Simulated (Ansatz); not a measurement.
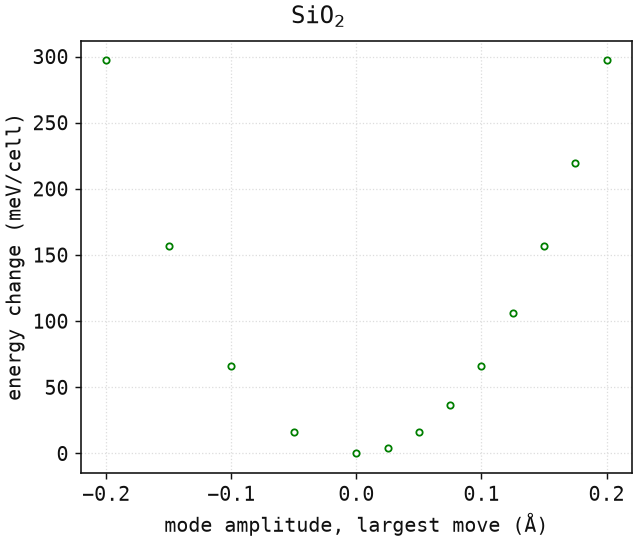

The figure shows the energy change against mode amplitude for SiO₂, space group P4_2/mnm (No. 136).

Structure:
```yaml
crystal:
  lattice:
    - [4.18541, 0.00000, 0.00000]
    - [0.00000, 4.18541, 0.00000]
    - [0.00000, 0.00000, 2.66874]
  atoms:
    - { symbol: Si, position: [0.50000, 0.50000, 0.50000] }
    - { symbol: Si, position: [0.00000, 0.00000, 0.00000] }
    - { symbol: O, position: [0.69389, 0.69389, 0.00000] }
    - { symbol: O, position: [0.19389, 0.80611, 0.50000] }
    - { symbol: O, position: [0.30611, 0.30611, 0.00000] }
    - { symbol: O, position: [0.80611, 0.19389, 0.50000] }
```

Displacement pattern for amplitude 1 (x, y, z for each atom, in the order of the cell):
| atom | x | y | z |
| --- | --- | --- | --- |
| Si1 | 0.00 | 0.00 | 0.00 |
| Si2 | 0.00 | 0.00 | 0.00 |
| O3 | 0.71 | −0.71 | 0.00 |
| O4 | 0.71 | 0.71 | 0.00 |
| O5 | −0.71 | 0.71 | 0.00 |
| O6 | −0.71 | −0.71 | 0.00 |

Computed with Ansatz 0.2.0: a normal mode of the cell frozen into a crystal at growing amplitude, by plane-wave density functional theory with PAW datasets, free energies less that of the undisturbed cell, pressure positive in compression; scalar-relativistic. Level: r2SCAN, no spin polarisation.

| setting | value |
| --- | --- |
| wave cutoff | 500 eV |
| k mesh | 6×6×8 |
| occupations | Gaussian |
| smearing width | 0.05 eV |
| k shift | (0, 0, 0) (mesh steps) |
| start | relaxed |

The points at mode amplitude −0.15, −0.05, 0.1 and 0.2 follow from computed ones by symmetry.

From this curve and the settings, what does the calculation give for the force along the mode, pressure and gap on the k mesh at the same points?

The force along the mode falls from 3.40 eV/Å at mode amplitude −0.200 Å to −3.40 eV/Å at 0.200 Å, and changes sign near 0.000 Å. The pressure goes from −3.398 GPa at mode amplitude −0.200 Å to −3.398 GPa at 0.200 Å, not monotonically, with a high of −0.011 GPa at 0.000 Å. The gap on the k mesh stays open and runs from 6.639 eV at mode amplitude −0.200 Å to 6.639 eV at 0.200 Å, with its least value, 6.512 eV, at 0.000 Å.

| mode amplitude, largest move (Å) | force along the mode (eV/Å) | pressure (GPa) | gap on the k mesh (eV) |
| --- | --- | --- | --- |
| −0.200 | 3.40 | −3.398 | 6.639 |
| −0.150 | 2.27 | −2.018 | 6.594 |
| −0.100 | 1.38 | −0.935 | 6.551 |
| −0.050 | 0.65 | −0.247 | 6.522 |
| 0.000 | 0.00 | −0.011 | 6.512 |
| 0.025 | −0.32 | −0.070 | 6.514 |
| 0.050 | −0.65 | −0.247 | 6.522 |
| 0.075 | −1.00 | −0.537 | 6.534 |
| 0.100 | −1.38 | −0.935 | 6.551 |
| 0.125 | −1.80 | −1.432 | 6.571 |
| 0.150 | −2.27 | −2.018 | 6.594 |
| 0.175 | −2.80 | −2.678 | 6.619 |
| 0.200 | −3.40 | −3.398 | 6.639 |
